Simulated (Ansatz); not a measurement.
# Be2H3I (built on the sites of a database entry of Sr2H3I): from the cell to its phonons, part 2 of 2

How does Be2H3I (built on the sites of a database entry of Sr2H3I) vibrate, and is this structure a minimum?

Ansatz 0.2.0; DFT PBEsol, scalar-relativistic, plane waves, PAW.

So far. Step 4 (Tight relaxation): The largest force component left is 0.024 meV/Å and the pressure is 0.000 GPa, within the tolerances set. The cell now holds 9.72 Å³/atom. The relaxed cell has a = 3.454, c = 5.643 Å (conventional setting).

The structure was built from a prototype and need not be the compound's stable phase.

### 5. Modes at Γ

The zone centre comes first: it holds the modes that light can see, as far as symmetry allows. No field response is asked, since the mesh shows no gap.

The input, input.yaml:

```yaml
crystal:
  lattice:
    - [3.4536400321, 3.372e-06, 0.0]
    - [-1.7268229363, 2.9909383173, 0.0]
    - [0.0, 0.0, 5.6431505783]
  atoms:
    - { symbol: Be, position: [0.6666666667, 0.3333333333, 0.6240659027] }
    - { symbol: Be, position: [0.3333333333, 0.6666666667, 0.3759340973] }
    - { symbol: H, position: [0.0, 0.0, 0.5] }
    - { symbol: H, position: [0.6666666667, 0.3333333333, 0.3657961977] }
    - { symbol: H, position: [0.3333333333, 0.6666666667, 0.6342038023] }
    - { symbol: I, position: [0.0, 0.0, 0.0] }
kpoints:
  mp_grid: { grid: [12, 12, 6] }
hamiltonian:
  xc: pbesol
scf:
  occupations: { method: methfessel_paxton, width: 0.15 }
output:
  eigenvalues: true
phonons:
  method: dfpt
```

Launch:

```sh
> ansatz run input.yaml --threads 4 --pin off --max-ram 7168MiB --backend cpu --events-out ev --progress --plain --runs-dir out
```

Numbers of over 12 decimals in the logs are rounded to 6 here.

Output:

```text
[...]
Crystal: 6 atoms, lattice volume = 58.292 Å³
Basis set: ecut = 420 eV, 1123 PW (Γ), exchange–correlation on 48×48×80 points (8 copies of the dense FFT grid, shifted against one another)
Bands: 18, of which v1, the nominal top of the filled ones, is band 12 counted from 1 (11 counted from 0)
Symmetry: 12 space group operations
k-points: 242 of 864 (irreducible under 2 space group operations, time reversal used)
[...]
SCF iter   1: F=—  HF=-7656.950462 eV  |F-HF|=—  |Δ(HF+E_count)|=         —  Δρ=6.19e-3  dr2=3.57e-2  ethr=1.77e-3  ⟨swp⟩=6.7  Hψ=25177  notcnv=0
[...]
SCF iter  10: F=-7656.939538 eV  HF=-7656.939538 eV  |F-HF|=2.73e-12  |Δ(HF+E_count)|=  1.46e-11  S|Δr|=    0.00e0  Δρ=2.11e-8  dr2=2.81e-13  ethr=1.00e-12  ⟨swp⟩=10.1  Hψ=22815  notcnv=0
SCF 1 converged in 10 iterations: F = -7656.939538 eV  dr2 = 2.81e-13
[...]
DFPT response loops at Γ: preconditioner auto → Kerker (q_TF=auto, 2.353 Å⁻¹) (partly filled bands, converged f_vac=0.000); β = 1.00, the filter's whole step (`scf.mixing.beta` (0.50) is not read by the response loops under this deck's `scf.mixing.preconditioner`; to damp them name `kerker` or `kerker_dos`, under which they read `scf.mixing.beta`, and type it under 1.00, their step now; both keys bind the ground state too); Broyden in place of MSR1
SCF converged after 10 iterations
[...]
Free energy (F): -7656.939538 eV
[...]
Internal energy: -7656.940377 eV  (E = F + TS)
E sigma→0 (E₀):  -7656.939748 eV
Entropy (-TS):   0.000839 eV (0.140 meV/atom)
Fermi energy:    8.876573 eV
[...]
--- Band table (eV; the first three rows and the last of 242) ---
  k-point 0: bands = [... 8 lower, 8.0825, 8.2459, 8.2459, 9.6901, 11.3781, 11.3781, 11.9021, 14.5185, ... 2 higher]
  k-point 1: bands = [... 8 lower, 7.4516, 8.2604, 8.2604, 9.7139, 11.4340, 11.4340, 12.1908, 14.2471, ... 2 higher]
  k-point 2: bands = [... 8 lower, 6.0463, 8.2900, 8.2900, 9.7600, 11.5656, 11.5656, 12.5979, 13.7675, ... 2 higher]
  k-point 241: bands = [... 8 lower, 3.2422, 3.6913, 4.4805, 6.9669, 9.6627, 10.8470, 12.9356, 13.4798, ... 2 higher]
--- Phonons (Γ-DFPT): 8 representative perturbations + reference, on 242 of 864 k-points (Σ response iterations 26) ---
  k mesh reduced under 2 symmetry operations, with k and −k counted as one. Each operation leaves every solved perturbation unchanged. A smaller set is not used because it would not reduce the number of displacements times k-points to solve
  ASR residual: 4.068e-5 → 0.000e0 eV/Å²; symmetrization residual: 2.665e-5 eV/Å²
  ASR residual per site (eV/Å²): 4.07e-5 4.07e-5 5.41e-6 3.00e-6 3.00e-6 5.47e-6
  Γ frequencies (cm⁻¹): -1040.42 -1040.42 -338.99 -338.99 -99.72 -99.72 -15.71 0.00 0.00 0.00 477.72 639.96 677.20 677.20 783.03 783.03 1563.89 1569.23
  non-analytic LO–TO correction: not included (Born effective charges unavailable; polar crystals: no LO–TO splitting at Γ)
```

Wall time 43 s (4 threads of Arm Neoverse V1, shared host); peak memory 1 GiB; 2.7 min of CPU time.

Reading the cycles: dr2 is the Hartree energy of the density residual (eV), the measure of convergence; HF is the Harris–Foulkes estimate of the energy, which meets the free energy F at convergence.

Numbers from this step:

```
sum-rule residual before enforcement                    : 4.07e-5 eV/Å²
point group                                             : -3m
highest optical mode at the zone centre (no LO-TO term) : 1569 cm⁻¹
lowest optical zone-centre mode                         : -1040 cm⁻¹
```

Patterns of degenerate modes are one choice out of their space. The modes at Γ (shares of kinetic energy by element, %) (negative means imaginary):

```tsv
mode	frequency (cm⁻¹)	symmetry	Be %	H %	I %
1	-1040.4	Eu	15	85	0
2	-1040.4	Eu	15	85	0
3	-339.0	Eg	96	4	0
4	-339.0	Eg	96	4	0
5	-99.7	Eu	73	13	14
6	-99.7	Eu	73	13	14
7	-15.7	A2u	80	7	13
8	0.0	acoustic	12	2	86
9	0.0	acoustic	12	2	86
10	0.0	acoustic	12	2	86
11	477.7	A1g	94	6	0
12	640.0	A2u	0	98	1
13	677.2	Eg	4	96	0
14	677.2	Eg	4	96	0
15	783.0	Eu	0	100	0
16	783.0	Eu	0	100	0
17	1563.9	A2u	7	93	0
18	1569.2	A1g	6	94	0
```

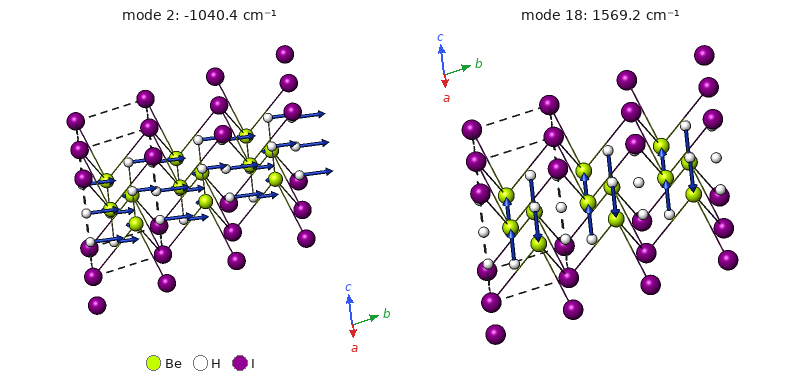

Displacement patterns of modes 2 and 18 at Γ; arrows are exaggerated. Bonds to atoms that aren't drawn are left out. 2×3×1 cells are drawn. Some periodic images of atoms are drawn too.

Before it was imposed, the acoustic sum rule was missed by 4.1e-5 eV/Å². Small misses are needed for a sound result but don't prove that mesh and cutoff are converged. The lowest optical mode is imaginary, 1040.4i cm⁻¹, so the energy falls along it.

### 6. Phonons on a q mesh

Stability and thermal properties need the whole zone. Linear response on a 3×3×2 q mesh gives force constants as far as a supercell of that size would.

Edit input.yaml of step 5 so:

```diff
@@ -22 +22,9 @@
   method: dfpt
+  qmesh: [3, 3, 2]
+  temperatures: { t_max: 1000, t_step: 50 }
+  qpath:
+    path:
+      - [[0.0, 0.0, 0.0], [0.5, 0.0, 0.0], [0.33333333, 0.33333333, 0.0], [0.0, 0.0, 0.0], [0.0, 0.0, 0.5], [0.5, 0.0, 0.5], [0.33333333, 0.33333333, 0.5], [0.0, 0.0, 0.5]]
+      - [[0.5, 0.0, 0.5], [0.5, 0.0, 0.0]]
+      - [[0.33333333, 0.33333333, 0.5], [0.33333333, 0.33333333, 0.0]]
+    npoints: 10
```

Output:

```text
Warning: phonons: the dynamical matrix that this run interpolates holds no multipole term above the dipole-dipole one, and a site of this crystal is no centre of inversion, so its interpolated transverse optical and acoustic branches and sound speeds can stay off near Gamma, and the density of states and the thermodynamics with them. What a run solves at a wave vector of phonons.qpoints, Gamma apart, where the deck admits one, is free of this, and under fd what a larger phonons.supercell samples
[...]
Crystal: 6 atoms, lattice volume = 58.292 Å³
Basis set: ecut = 420 eV, 1123 PW (Γ), exchange–correlation on 48×48×80 points (8 copies of the dense FFT grid, shifted against one another)
Bands: 18, of which v1, the nominal top of the filled ones, is band 12 counted from 1 (11 counted from 0)
Symmetry: 12 space group operations
k-points: 100 of 864
[...]
SCF iter   1: F=—  HF=-7656.950585 eV  |F-HF|=—  |Δ(HF+E_count)|=         —  Δρ=6.19e-3  dr2=3.58e-2  ethr=1.77e-3  ⟨swp⟩=6.6  Hψ=10405  notcnv=0
[...]
SCF iter  10: F=-7656.939538 eV  HF=-7656.939538 eV  |F-HF|=3.64e-12  |Δ(HF+E_count)|=  1.46e-11  S|Δr|=    0.00e0  Δρ=2.14e-8  dr2=2.94e-13  ethr=1.00e-12  ⟨swp⟩=10.1  Hψ=9486  notcnv=0
SCF 1 converged in 10 iterations: F = -7656.939538 eV  dr2 = 2.94e-13
[...]
SCF iter   4: F=-7656.939538 eV  HF=-7656.939538 eV  |F-HF|=2.73e-12  |Δ(HF+E_count)|=  5.46e-12  S|Δr|=    0.00e0  Δρ=1.38e-7  dr2=6.23e-12  ethr=1.00e-12  ⟨swp⟩=1.0  Hψ=4001  notcnv=0
SCF 2 converged in 4 iterations: F = -7656.939538 eV  dr2 = 6.23e-12
phonons: the bands overlap, so this run is a metal and interpolates without the dipole-dipole term. If the crystal is really an insulator or semiconductor, its LO-TO splitting is missing
NSCF: frozen V_eff on 100 k-points
[...]
DFPT response loops at q = (0, 0, 0) (fractional): preconditioner auto → Kerker (q_TF=auto, 2.353 Å⁻¹) (partly filled bands, converged f_vac=0.000); β = 1.00, the filter's whole step (`scf.mixing.beta` (0.50) is not read by the response loops under this deck's `scf.mixing.preconditioner`; to damp them name `kerker` or `kerker_dos`, under which they read `scf.mixing.beta`, and type it under 1.00, their step now; both keys bind the ground state too); Broyden in place of MSR1
[...]
SCF converged after 10 iterations
[...]
Free energy (F): -7656.939538 eV
[...]
Internal energy: -7656.940377 eV  (E = F + TS)
E sigma→0 (E₀):  -7656.939748 eV
Entropy (-TS):   0.000839 eV (0.140 meV/atom)
Fermi energy:    8.876573 eV
[...]
--- Band table (eV; the first three rows and the last of 100) ---
  k-point 0: bands = [... 8 lower, 8.0825, 8.2459, 8.2459, 9.6901, 11.3781, 11.3781, 11.9021, 14.5185, ... 2 higher]
  k-point 1: bands = [... 8 lower, 7.4516, 8.2604, 8.2604, 9.7139, 11.4340, 11.4340, 12.1908, 14.2471, ... 2 higher]
  k-point 2: bands = [... 8 lower, 6.0463, 8.2900, 8.2900, 9.7600, 11.5656, 11.5656, 12.5979, 13.7675, ... 2 higher]
  k-point 99: bands = [... 8 lower, 1.8778, 3.2137, 3.2137, 7.4546, 10.4579, 10.4579, 12.1353, 13.6395, ... 2 higher]
--- Phonons (Γ-DFPT): 8 representative perturbations + reference (Σ response iterations 26) ---
  ASR residual: 3.995e-5 → 0.000e0 eV/Å²; symmetrization residual: 2.145e-6 eV/Å²
  ASR residual per site (eV/Å²): 4.00e-5 4.00e-5 3.65e-6 3.79e-6 3.79e-6 5.83e-6
[...]
--- Phonons (arbitrary-q DFPT): 6 irreducible q on the 3×3×2 mesh ---
  q = [0.0000, 0.0000, 0.0000] (star 1, of the zone-centre solve; hermiticity 4.88e-7, symmetrization 6.81e-8): -1040.42 -1040.42 -338.99 -338.99 -99.72 -99.72 -15.71 -0.00 -0.00 0.00 477.72 639.96 677.20 677.20 783.03 783.03 1563.89 1569.23
  q = [0.0000, 0.0000, -0.5000] (star 1, 8 solved perturbations in 2144 linear systems a pass and spin channel, the states on 436 of 864 k-point pairs; hermiticity 2.80e-7, symmetrization 1.47e-8): -1038.47 -1038.47 -347.25 -347.25 -71.47 -71.47 -16.51 -16.51 60.03 260.42 374.46 648.30 648.30 729.87 799.96 799.96 1557.71 1601.88
[...]
sum rule: each row above includes the acoustic sum rule's correction from the zone centre's row sums; it moved no ω² by more than (1.10 cm⁻¹)²
  mesh force constants: q→R imaginary residual 0.00e0; ASR residual 3.995e-5 → 0.000e0 eV/Å²; symmetrization residual 7.994e-15 eV/Å²
  interpolated dispersion: 93 rows × 18 modes
  density of states and harmonic sums: on the 21×21×12 q-mesh, interpolated from the force constants of a 3×3×2 supercell (no non-analytic term)
  largest difference from the sums on the solved wave vectors: F 4.52e-2 eV, S 6.02e-5 and C_V 1.45e-5 eV/K
  zero-point energy: 0.439286 eV/cell   skipped modes (ω ≤ 0): 3675, of them read as no rigid motion or as one in doubt: 3672 (7.051e0 modes/cell left out, lowest -1040.42 cm⁻¹)   left out of the sums: 3.92e-1 of the cell's modes: C_V's classical limit lies that fraction below 3 k_B per atom; for a crystal, a wire or a layer, F and S can be off by more, and a phonons.interpolated_qmesh denser along its periods is the remedy for the sampling
```

It took 11 min on 4 threads; peak memory 2.2 GiB.

This step gave:

| Quantity | Value |
| --- | --- |
| sum-rule residual before enforcement | 4.00e-5 eV/Å² |
| lowest frequency on the path | -1040 cm⁻¹ |
| highest frequency on the path or at a solved wavevector | 1602 cm⁻¹ |
| lowest mode on the q mesh (acoustic modes at Γ apart) | -1040 cm⁻¹ |

Frequencies (cm⁻¹) solved at each irreducible wavevector; negative means imaginary. Frequencies by wavevector, by row:

```tsv
q in reciprocal lattice units	star	mode 1	mode 2	mode 3	mode 4	mode 16	mode 17	mode 18
0 0 0	1	-1040	-1040	-339	-339	783	1564	1569
0 0 -0.5	1	-1038	-1038	-347.2	-347.2	800	1558	1602
0 0.3333 0	6	-973.3	-662.5	-406.9	-321.1	896	1561	1562
0 0.3333 -0.5	6	-996.1	-639.9	-421.7	-320.1	912.5	1559	1573
0.3333 0.3333 0	2	-940.9	-940.9	-372	-321.8	845.6	1550	1550
0.3333 0.3333 -0.5	2	-847.1	-847.1	-338.9	-336.8	856.8	1560	1560
```

Interpolated from a 3×3×2 q mesh. Phonon branches along the path, in cm⁻¹:

```tsv
point	branch 1	branch 2	branch 3	branch 4	branch 15	branch 16	branch 17	branch 18
Γ	-1040	-1040	-339	-339	783	783	1564	1569
M	-977	-685	-492	-326	884	904	1555	1557
K	-941	-941	-372	-322	846	846	1550	1550
Γ	-1040	-1040	-339	-339	783	783	1564	1569
A	-1038	-1038	-347	-347	800	800	1558	1602
L	-988	-631	-505	-315	894	930	1551	1572
H	-847	-847	-339	-337	857	857	1560	1560
A	-1038	-1038	-347	-347	800	800	1558	1602
jump to L	-988	-631	-505	-315	894	930	1551	1572
M	-977	-685	-492	-326	884	904	1555	1557
jump to H	-847	-847	-339	-337	857	857	1560	1560
K	-941	-941	-372	-322	846	846	1550	1550
```

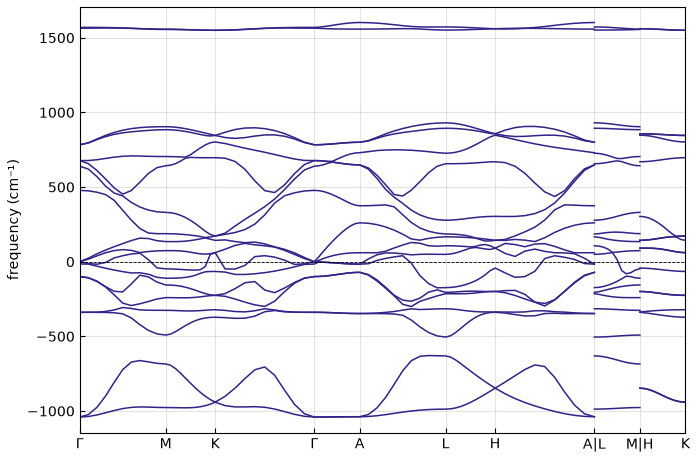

Phonon branches along the path.

The phonon density of states has structure finer than the step of the table below, so its rows give means over 200 cm⁻¹, whole bins alone (the curve runs from -1038 to 1612 cm⁻¹). Peaks (cm⁻¹: height): -987.5: 0.0167, -337.5: 0.0361, 137.5: 0.0247, 737.5: 0.0135, 887.5: 0.0246, 1562.5: 0.0719.

Tetrahedra on a 21×21×12 mesh, mean over bins of 25 cm-1. Interpolated from a 3×3×2 q mesh. The phonon density of states by wavenumber; means over each step:

```tsv
wavenumber (cm⁻¹)	phonon density of states (1/cm⁻¹/cell)
-800	0.00299
-600	0.00170
-400	0.00990
-200	0.0112
0	0.0118
200	0.0121
400	0.00578
600	0.00456
800	0.0123
1000	0.00224
1200	0
```

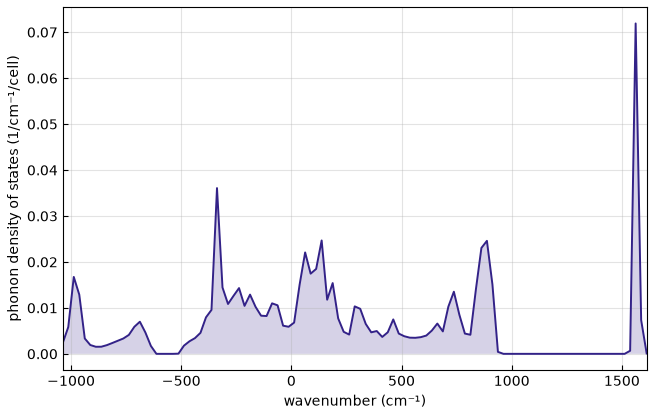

Phonon density of states against wavenumber.

The partial phonon density of states has structure finer than the step of the table below, so its rows give means over 200 cm⁻¹, whole bins alone (the curve runs from -1050 to 1659 cm⁻¹). Peaks (cm⁻¹: height): Be -334.6: 0.0233, 142.6: 0.0068; H -982.3: 0.0135, -692.5: 0.00571, 296.0: 0.00657, 739.1: 0.0106, 875.4: 0.0218, 1557.1: 0.0343; I -61.9: 0.00692, 57.4: 0.0157.

Phonopy on the run's constants, 19x19x11 mesh, Gaussian sigma 19.4 cm-1. Interpolated from a 3×3×2 q mesh. The partial phonon density of states by wavenumber; means over each step; values in 1/cm⁻¹/cell:

```tsv
wavenumber (cm⁻¹)	Be	H	I
-800	2.3e-4	0.00272	9.1e-7
-600	2.0e-4	0.00155	2.5e-6
-400	0.00856	0.00128	2.2e-5
-200	0.00936	9.4e-4	8.9e-4
0	0.00245	5.8e-4	0.00880
200	0.00444	0.00245	0.00520
400	0.00226	0.00348	4.5e-5
600	9.0e-4	0.00371	1.5e-5
800	4.9e-4	0.0117	1.4e-5
1000	5.5e-5	0.00231	9.0e-7
1200	0	0	0
1400	1.6e-6	2.6e-5	0
```

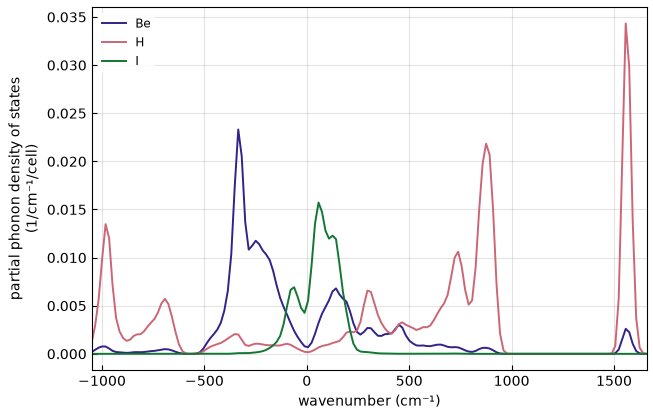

Partial phonon density of states, plotted against wavenumber.

Symmetry leaves 6 wavevectors to solve. The lowest mode among them, the acoustic zeros apart, lies at Γ and is imaginary, 1040.4i cm⁻¹, so the energy falls along it.

### 7. Another isotope

An isotope changes the mass and not the force constants, so no new electronic calculation is needed; the shifts show which modes move this element.

The same force constants with the mass of H changed from 1.008 to 2.014 u (phonopy, no LO-TO term). Both lists are sorted by frequency; levels can cross, so a row need not hold one and the same mode. Modes under 3 cm⁻¹ are left out. Isotope shifts, by row, the first 40 of 60 rows:

```tsv
q	rank	natural mass (cm⁻¹)	changed mass (cm⁻¹)
0 0 0	1	-1040	-788.2
0 0 0	2	-1040	-788.2
0 0 0	3	-339	-333
0 0 0	4	-339	-333
0 0 0	5	-99.72	-94.03
0 0 0	6	-99.72	-94.03
0 0 0	7	-15.71	-15.2
0 0 0	11	477.7	456.4
0 0 0	12	640	463.8
0 0 0	13	677.2	487.8
0 0 0	14	677.2	487.8
0 0 0	15	783	554.1
0 0 0	16	783	554.1
0 0 0	17	1564	1144
0 0 0	18	1569	1146
0 0 -0.5	1	-1038	-788.4
0 0 -0.5	2	-1038	-788.4
0 0 -0.5	3	-347.2	-340.5
0 0 -0.5	4	-347.2	-340.5
0 0 -0.5	5	-71.47	-66.57
0 0 -0.5	6	-71.47	-66.57
0 0 -0.5	7	-16.51	-16.51
0 0 -0.5	8	-16.51	-16.51
0 0 -0.5	9	60.03	59.93
0 0 -0.5	10	260.4	250
0 0 -0.5	11	374.5	362.3
0 0 -0.5	12	648.3	467.7
0 0 -0.5	13	648.3	467.7
0 0 -0.5	14	729.9	516.4
0 0 -0.5	15	800	566.1
0 0 -0.5	16	800	566.1
0 0 -0.5	17	1558	1141
0 0 -0.5	18	1602	1181
0 0.3333 0	1	-973.3	-709.5
0 0.3333 0	2	-662.5	-482.1
0 0.3333 0	3	-406.9	-366
0 0.3333 0	4	-321.1	-318.9
0 0.3333 0	5	-286.3	-281.8
0 0.3333 0	6	-101	-99.92
0 0.3333 0	7	-79.12	-76.37
```

A mode of this element alone would shift by -29.26 %. The highest zone-centre frequency without the field goes from 1569.2 to 1145.7 cm⁻¹ (-27.0 %).

### 8. What came out

| Property | Result |
| --- | --- |
| space group after relaxation (within 0.01 Å) | P-3m1 |
| volume per atom | 9.72 Å³ |
| electronic character | no gap on this mesh |
| highest optical mode at the zone centre (no LO-TO term) | 1569 cm⁻¹ |
| lowest optical zone-centre mode | -1040 cm⁻¹ |
| lowest mode on the q mesh (acoustic modes at Γ apart) | -1040 cm⁻¹ |
| highest frequency on the path or at a solved wavevector | 1602 cm⁻¹ |
| imaginary modes on the 3×3×2 q mesh | yes |

What this shows: Modes are clearly imaginary (beyond 10i cm⁻¹) at 6 of the 6 irreducible wavevectors, most at Γ (1040.4i cm⁻¹), so this structure is not a minimum of the energy. The optical modes at Γ span -1040 to 1569 cm⁻¹ (negative means imaginary). The highest mode in this list at Γ, 1569.2 cm⁻¹, is mostly motion of H (94 % of the kinetic energy). With no gap, or one that is small against the smearing, the frequencies hang on the k mesh and the smearing, most of all near Kohn anomalies. Spin-orbit coupling is left out, which can matter for the heavy elements here. The starting cell was built on a prototype and not taken from a measurement, so the phase need not exist. These are harmonic frequencies at zero temperature: anharmonic shifts, linewidths and thermal expansion are left out.

[Logs are printed without paths, hosts, clocks, repeated set-up lines and the standing remarks that a program may print on its own settings, such as how far it seeks lower states.]

[Hosts, paths, dates, database ids (printed as entryN), source tags and the programs' standing remarks are cut or masked in the printed files.]
